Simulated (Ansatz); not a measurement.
**SiW₇: density, localisation and related maps**

Input file:

```
crystal:
  lattice:
    - [5.025730732, 0.0, 0.0]
    - [0.0, 5.025730732, 0.0]
    - [0.0, 0.0, 5.025730732]
  atoms:
    - { symbol: Si, position: [0.0, 0.0, 0.0] }
    - { symbol: W, position: [0.5, 0.2485222471, 0.0] }
    - { symbol: W, position: [0.5, 0.7514777529, 0.0] }
    - { symbol: W, position: [0.7514777529, 0.0, 0.5] }
    - { symbol: W, position: [0.2485222471, 0.0, 0.5] }
    - { symbol: W, position: [0.0, 0.5, 0.7514777529] }
    - { symbol: W, position: [0.0, 0.5, 0.2485222471] }
    - { symbol: W, position: [0.5, 0.5, 0.5] }
basis:
  ecutwfc: 420
kpoints:
  mp_grid: { grid: [6, 6, 6] }
  band_path:
    path:
      - [[0.0, 0.0, 0.0], [0.0, 0.5, 0.0], [0.5, 0.5, 0.0], [0.0, 0.0, 0.0], [0.5, 0.5, 0.5], [0.0, 0.5, 0.0]]
      - [[0.5, 0.5, 0.5], [0.5, 0.5, 0.0], [0.5, 0.0, 0.0]]
    npoints: 14
hamiltonian:
  xc: pbe
scf:
  occupations: { method: gaussian, width: 0.1 }
  n_extra_bands: 20
output:
  forces: true
  stress: true
  eigenvalues: true
  populations: true
  dos: { projected: true, de: 0.02, nscf_kmesh: { grid: [8, 8, 8] } }
  bader: true
  write_density: true
  write_potential: true
  elf: true
  volumetric_format: npy
```

Command:

```sh
ansatz run input.yaml --threads 1 --pin off --max-ram 2560MiB --backend cpu --events-out ev --progress --plain --runs-dir out
```

Below, planes, directions and counts refer to the conventional cell (a = 5.03 Å, b = 5.03 Å, c = 5.03 Å, α = 90.00°, β = 90.00°, γ = 90.00°).

Space group Pm-3; a generated structure, not necessarily the stable one.

The calculation used DFT PBE, scalar-relativistic, plane waves, PAW in Ansatz 0.2.0.

Core electrons are frozen (PAW), and the valence fields are smoothed inside the atomic spheres.

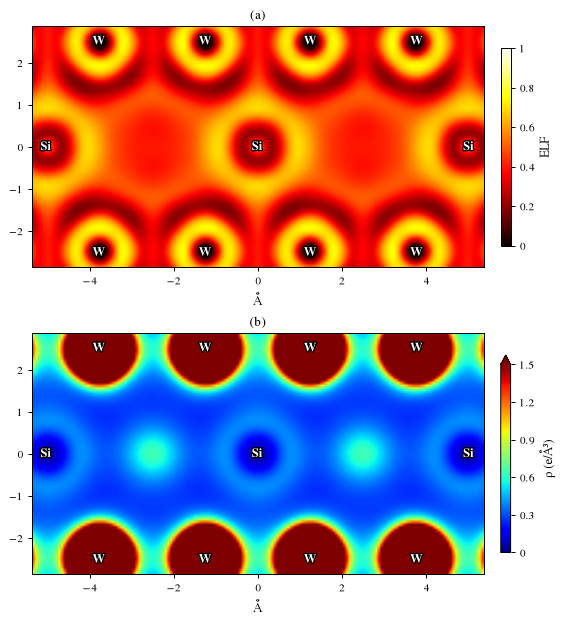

Figure 1. (a) electron localisation function; (b) valence pseudo-density on the (010) plane of the conventional cell.

What do the fields say about this system?

The plane passes through Si and W nuclei.
W–W (2.53 Å): ρ at the midpoint is about 0.59 e/Å³; the ELF is about 0.35 at the midpoint.
Si–W (2.81 Å): ρ is about 0.3 e/Å³ halfway; the ELF peaks at about 0.65 in the valence shell of Si, 0.9 Å from its nucleus, and is about 0.35 at the midpoint.
Between the atoms the lowest density in this plane is 0.26 e/Å³.
The features right at W lie inside the PAW spheres, where the map follows smoothed inner orbitals and isn't to be read closely.

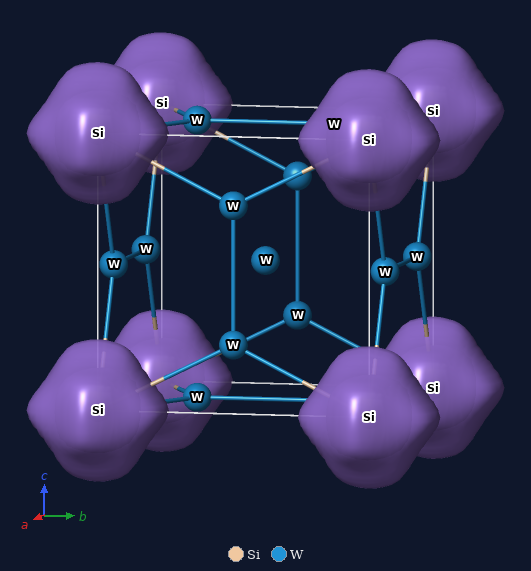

Figure 2. Isosurface of the electron localisation function at 0.6 (purple), seen slightly off an axis. Core shells and regions of very low density are left out. Sticks mark near contacts.

What do the ELF domains correspond to?

At this value the surface marks out one region wrapped around Si (its valence shell), counted in one cell of 8 atoms. Regions shared between cells count once.


W–W (2.50 Å): the ELF is about 0.40 at the midpoint.

Metal or insulator at this level of theory?

It is gapless in this calculation (a metal or semimetal).

How much charge does the calculation move between the atoms?

Electrons move from W towards Si. Bader charges: Si −0.43 and W −0.14 to +0.09 e.
